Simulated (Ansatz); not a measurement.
```xyz
16
Lattice="5.6490 0.0000 0.0000 0.0000 5.6490 0.0000 0.0000 0.0000 5.6490" Properties=species:S:1:pos:R:3 pbc="T T T"
Al    4.2368    1.4123    1.4123
Al    1.4123    4.2368    1.4123
Al    1.4123    1.4123    4.2368
Al    4.2368    4.2368    4.2368
Al    2.8245    0.0000    0.0000
Al    0.0000    2.8245    0.0000
Al    0.0000    0.0000    2.8245
Al    2.8245    2.8245    2.8245
N     0.0000    0.0000    0.0000
N     2.8245    2.8245    0.0000
N     2.8245    0.0000    2.8245
N     0.0000    2.8245    2.8245
N     1.4123    1.4123    1.4123
N     4.2368    4.2368    1.4123
N     4.2368    1.4123    4.2368
N     1.4123    4.2368    4.2368
```

Space group Fd-3m; a structure generated by program, which may or may not match a known phase.

These are results of DFT PBE, scalar-relativistic, plane waves, PAW in Ansatz, not measurements.

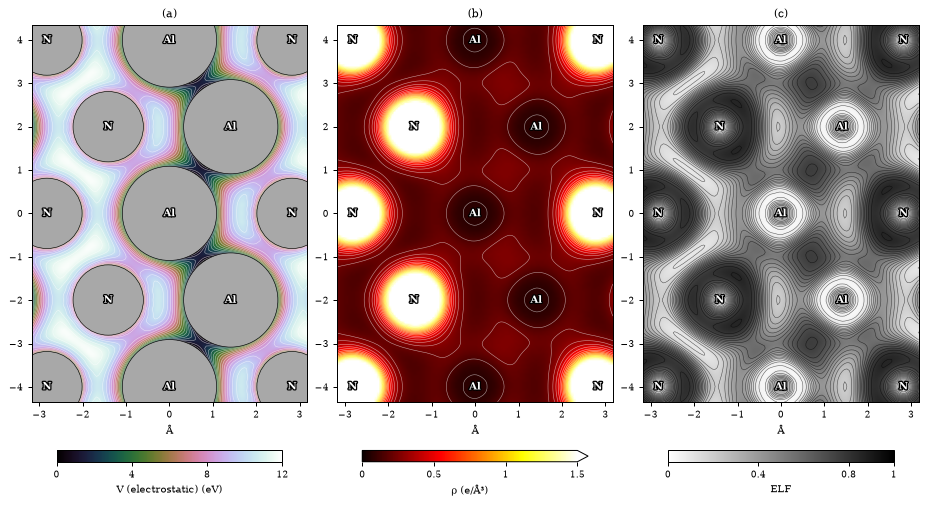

AlN. (a) electrostatic potential (local pseudopotential plus Hartree) felt by an electron; (b) valence charge density (pseudo); (c) ELF on the (110) plane of the conventional cell. Grey discs cover the atomic cores in the potential map.

The density is the valence pseudo-density of a PAW calculation; it isn't the true density close to the nuclei.

Question: Interpret the plot.

Answer:
- The plane passes through Al and N nuclei.
- Al–Al (2.45 Å): ρ at the midpoint is about 0.26 e/Å³; the ELF peaks at about 0.75 between the atoms.
- Al–N (2.45 Å): ρ at the midpoint is about 0.28 e/Å³; the ELF peaks at about 0.85 in the valence shell of N, 0.7 Å from its nucleus, and drops to about 0.55 between the two atoms.
- Between the atoms the lowest density in this plane is 0.15 e/Å³.
- Outside the cores the potential energy rises away from the atoms and is highest about 1.2 Å from the nearest atoms; its zero is arbitrary.

Question: Does the calculation make it a metal, or give it a gap?

Answer: It is gapless in this calculation (a metal or semimetal).
